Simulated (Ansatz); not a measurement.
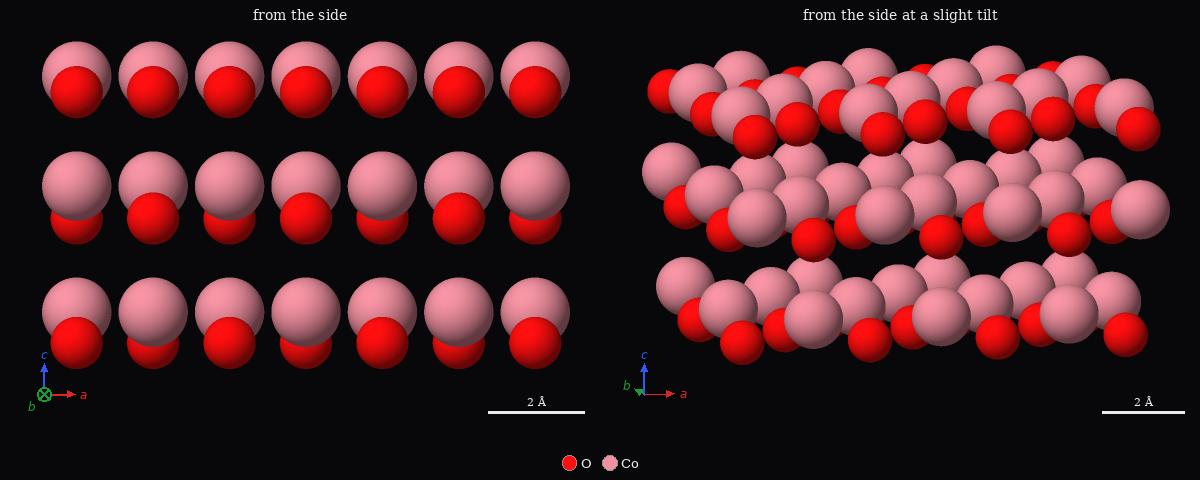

A spheres-only picture of a periodic slab, seen from the side and from the side at a slight tilt. The surface normal points up in side views; the vacuum is left out. 3×2 cells are drawn in the plane, with atoms at the edges repeated.

The cell holds 6 Co, 6 O. The slab was cut from bulk CoO (R3m).

Question: What is its extent along the surface normal?

Answer: About 6 Å from the lowest to the highest atom.

Question: Count the planes and say what each contains, starting at the top.

Answer: Five planes: CoO / Co / O / Co / O.

Question: Name the surface by its Miller indices.

Answer: (1 0 1).

The initial geometry was a structure listed in the Materials Project, from which a slab was cut. The atoms were relaxed in a fixed cell with Ansatz, DFT PBE, scalar-relativistic, plane waves, PAW, but for six held in place.

At this level of theory the run's own cell isn't at rest (forces up to 1.2 eV/Å), so its distances can differ from those at equilibrium, the more so the softer the solid.
